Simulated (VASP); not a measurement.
**Run report: Rh, geometry relaxation (part 2 of 2)**

Continued. System: Rh (Fm-3m, 1 atom in the cell). Method: Kohn-Sham DFT of a periodic cell, PBE, VASP PAW PBE potentials, recommended, no spin polarisation (VASP 6.6.1); cutoff 520 eV, 18×18×18 k-mesh, methfessel-paxton of 0.2 eV. The structure derives from an entry of the Crystallography Open Database.

Geometry of the input (Å; fractional positions):
```
0.0000  1.9150  1.9150
1.9150  0.0000  1.9150
1.9150  1.9150  -0.0000
Rh 0.0000  0.0000  0.0000
```

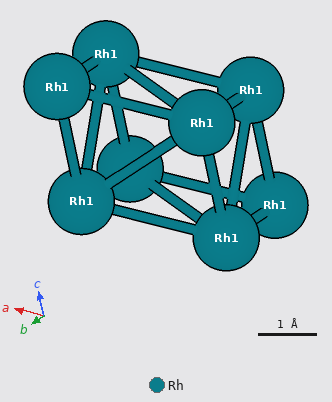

The geometry at step 1 of the log (ball-and-stick view of the cell of the calculation, seen at an oblique angle; atoms are numbered from 1 in the order of the input).

Parts of OUTCAR, continued
```
 Free energy of the ion-electron system (eV)
  ---------------------------------------------------
  ext. energy  EPLUGINS =         0.00000000
  ---------------------------------------------------
  free energy    TOTEN  =        -7.25832191 eV

  energy without entropy =       -7.25870744  energy(sigma->0) =       -7.25845042

------------------------ aborting loop because EDIFF is reached ----------------------------------------

  FORCE on cell =-STRESS in cart. coord.  units (eV):
  Direction    XX          YY          ZZ          XY          YZ          ZX
  --------------------------------------------------------------------------------------
  -------------------------------------------------------------------------------------
  Total       -0.0034049     -0.0034049     -0.0034049      0.0000000      0.0000000      0.0000000
  in kB       -0.3884273     -0.3884273     -0.3884273      0.0000000      0.0000000      0.0000000
  external PRESSURE =      -0.3884273 kB  Pullay stress =       0.0000000 kB

 VOLUME and BASIS-vectors are now :
 -----------------------------------------------------------------------------
  energy-cutoff  :      520.00
  volume of cell :       14.04
      direct lattice vectors                 reciprocal lattice vectors
     0.000000000  1.914961474  1.914961474    -0.261101859  0.261101859  0.261101859
     1.914961474  0.000000000  1.914961474     0.261101859 -0.261101859  0.261101859
     1.914961474  1.914961474  0.000000000     0.261101859  0.261101859 -0.261101859

 POSITION                                       TOTAL-FORCE (eV/Angst)
 -----------------------------------------------------------------------------------
      0.00000      0.00000      0.00000        -0.000000      0.000000      0.000000
 -----------------------------------------------------------------------------------
    total drift:                                0.000000     -0.000000      0.000000

  FREE ENERGIE OF THE ION-ELECTRON SYSTEM (eV)
  ---------------------------------------------------
  free  energy   TOTEN  =        -7.2583219069 eV

  energy  without entropy=       -7.2587074442  energy(sigma->0) =       -7.25845042

--------------------------------------- Ionic step        2  -------------------------------------------

 number of electron      15.0000003 magnetization

------------------------ aborting loop because EDIFF is reached ----------------------------------------

  FORCE on cell =-STRESS in cart. coord.  units (eV):
  Direction    XX          YY          ZZ          XY          YZ          ZX
  --------------------------------------------------------------------------------------
  -------------------------------------------------------------------------------------
  Total        0.0071962      0.0071962      0.0071962      0.0000000     -0.0000000      0.0000000
  in kB        0.8213330      0.8213330      0.8213330      0.0000000     -0.0000000      0.0000000
  external PRESSURE =       0.8213330 kB  Pullay stress =       0.0000000 kB

 VOLUME and BASIS-vectors are now :
 -----------------------------------------------------------------------------
  energy-cutoff  :      520.00
  volume of cell :       14.04
      direct lattice vectors                 reciprocal lattice vectors
     0.000000000  1.914646916  1.914646916    -0.261144755  0.261144755  0.261144755
     1.914646916  0.000000000  1.914646916     0.261144755 -0.261144755  0.261144755
     1.914646916  1.914646916  0.000000000     0.261144755  0.261144755 -0.261144755

 POSITION                                       TOTAL-FORCE (eV/Angst)
 -----------------------------------------------------------------------------------
      3.82929      1.91465      1.91465         0.000000      0.000000      0.000000
 -----------------------------------------------------------------------------------
    total drift:                               -0.000000     -0.000000     -0.000000

  FREE ENERGIE OF THE ION-ELECTRON SYSTEM (eV)
  ---------------------------------------------------
  free  energy   TOTEN  =        -7.2583214171 eV

  energy  without entropy=       -7.2587027867  energy(sigma->0) =       -7.25844854

--------------------------------------- Ionic step        3  -------------------------------------------

 number of electron      15.0000003 magnetization

 Free energy of the ion-electron system (eV)
  ---------------------------------------------------
  ext. energy  EPLUGINS =         0.00000000
  ---------------------------------------------------
  free energy    TOTEN  =        -7.25832228 eV

  energy without entropy =       -7.25870596  energy(sigma->0) =       -7.25845017

 E-fermi :  11.5239     XC(G=0): -13.8969     alpha+bet :-18.3941

 val. band max:       11.5223082253   @ k =   0.5000   0.3889   0.0556
 cond. band min:      11.5301669114   @ k =  -0.4444   0.3333   0.1667
 fundamental gap:      0.0078586860
 Fermi energy:        11.5238616568

 k-point     1 :       0.0000    0.0000    0.0000
  band No.  band energies     occupation
      1     -34.8292      2.00000
      2     -34.8292      2.00000
      3     -34.8292      2.00000
      4       3.7169      2.00000
      5       8.5385      2.00000
      6       8.5385      2.00000
      7       8.5385      2.00000
      8      10.5549      2.00000
      9      10.5549      2.00000
     10      27.5301      0.00000
     11      32.1153      0.00000

 k-point     2 :       0.0556    0.0000    0.0000
  band No.  band energies     occupation
      1     -34.8504      2.00000
      2     -34.8321      2.00000
      3     -34.8321      2.00000
      4       3.8391      2.00000
      5       8.4850      2.00000
      6       8.5859      2.00000
      7       8.5859      2.00000
      8      10.5285      2.00000
      9      10.5285      2.00000
     10      27.7037      0.00000
     11      32.1275      0.00000

 k-point     3 :       0.1111    0.0000    0.0000
  band No.  band energies     occupation
      1     -34.9111      2.00000
      2     -34.8403      2.00000
      3     -34.8403      2.00000
      4       4.1902      2.00000
      5       8.3510      2.00000
      6       8.7098      2.00000
      7       8.7098      2.00000
      8      10.4719      2.00000
      9      10.4719      2.00000
     10      28.1640      0.00000
     11      30.7172      0.00000

 k-point     4 :       0.1667    0.0000    0.0000
  band No.  band energies     occupation
      1     -35.0035      2.00000
      2     -34.8530      2.00000
      3     -34.8530      2.00000
      4       4.7128      2.00000
      5       8.2203      2.00000
      6       8.8486      2.00000
      7       8.8486      2.00000
      8      10.4561      2.00000
      9      10.4561      2.00000
     10      28.6304      0.00000
     11      29.1789      0.00000

 k-point     5 :       0.2222    0.0000    0.0000
  band No.  band energies     occupation
      1     -35.1156      2.00000
      2     -34.8684      2.00000
      3     -34.8684      2.00000
      4       5.2695      2.00000
      5       8.2563      2.00000
      6       8.9069      2.00000
      7       8.9069      2.00000
      8      10.5828      2.00000
      9      10.5828      2.00000
     10      27.3311      0.00000
     11      29.0899      0.00000

 [... the levels of 18 k-points are left out ...]

 k-point    24 :      -0.2222    0.0556    0.0000
  band No.  band energies     occupation
      1     -35.1573      2.00000
      2     -34.8964      2.00000
      3     -34.8668      2.00000
      4       5.5262      2.00000
      5       8.2052      2.00000
      6       8.9183      2.00000
      7       8.9692      2.00000
      8      10.3729      2.00000
      9      11.0303      2.00267
     10      26.8312      0.00000
     11      29.1413      0.00000

 [... further k-points ...]

------------------------ aborting loop because EDIFF is reached ----------------------------------------

  FORCE on cell =-STRESS in cart. coord.  units (eV):
  Direction    XX          YY          ZZ          XY          YZ          ZX
  --------------------------------------------------------------------------------------
  -------------------------------------------------------------------------------------
  Total        0.0017810      0.0017810      0.0017810      0.0000000     -0.0000000      0.0000000
  in kB        0.2032219      0.2032219      0.2032219      0.0000000     -0.0000000      0.0000000
  external PRESSURE =       0.2032219 kB  Pullay stress =       0.0000000 kB

 VOLUME and BASIS-vectors are now :
 -----------------------------------------------------------------------------
  energy-cutoff  :      520.00
  volume of cell :       14.04
      direct lattice vectors                 reciprocal lattice vectors
     0.000000000  1.914820749  1.914820749    -0.261121048  0.261121048  0.261121048
     1.914820749  0.000000000  1.914820749     0.261121048 -0.261121048  0.261121048
     1.914820749  1.914820749  0.000000000     0.261121048  0.261121048 -0.261121048

 POSITION                                       TOTAL-FORCE (eV/Angst)
 -----------------------------------------------------------------------------------
      0.00000      0.00000      0.00000         0.000000      0.000000      0.000000
 -----------------------------------------------------------------------------------
    total drift:                                0.000000     -0.000000      0.000000

  FREE ENERGIE OF THE ION-ELECTRON SYSTEM (eV)
  ---------------------------------------------------
  free  energy   TOTEN  =        -7.2583222770 eV

  energy  without entropy=       -7.2587059621  energy(sigma->0) =       -7.25845017

 reached required accuracy - stopping structural energy minimisation
```

CONTCAR
```
Rh
   1.00000000000000
     0.0000000000000000    1.9148207487468749    1.9148207487468749
     1.9148207487468749    0.0000000000000000    1.9148207487468749
     1.9148207487468749    1.9148207487468749    0.0000000000000000
  Rh
     1
Direct
     0.0000000000000000    0.0000000000000000    0.0000000000000000

  0.00000000E+00  0.00000000E+00  0.00000000E+00
```

Trajectory as extended XYZ (Å, eV, eV/Å), 3 frames, from step=0 to step=2
```
1
Lattice="0.0000 1.9150 1.9150 1.9150 0.0000 1.9150 1.9150 1.9150 0.0000" Properties=species:S:1:pos:R:3:forces:R:3 step=0 energy=-7.25832
Rh    0.0000    0.0000    0.0000    0.0000   0.0000   0.0000
1
Lattice="0.0000 1.9146 1.9146 1.9146 0.0000 1.9146 1.9146 1.9146 0.0000" Properties=species:S:1:pos:R:3:forces:R:3 step=1 energy=-7.25832
Rh    3.8293    1.9146    1.9146    0.0000   0.0000   0.0000
1
Lattice="0.0000 1.9148 1.9148 1.9148 0.0000 1.9148 1.9148 1.9148 0.0000" Properties=species:S:1:pos:R:3:forces:R:3 step=2 energy=-7.25832
Rh    0.0000    0.0000    0.0000    0.0000   0.0000   0.0000
```

Key numbers

- outcome: converged
- space group (tolerance 0.01 Å): Fm-3m (225)
- electrons treated: 15
- free energy: −7.2583 eV
- Fermi energy: 11.524 eV
- gap on the k-point mesh: none (metallic)
- pressure: 0.02 GPa
- final volume: 14.04 Å³
- largest force (length of the vector) at the end: under 0.001 eV/Å
- final cell: a = 2.708 Å, b = 2.708 Å, c = 2.708 Å, α = 60.00°, β = 60.00°, γ = 60.00°
- hardware: 1 thread of Intel Xeon @ 2.90GHz (Ice Lake), 64 GiB of memory available, shared host
- wall time: 34 s
- peak memory: 0.14 GiB
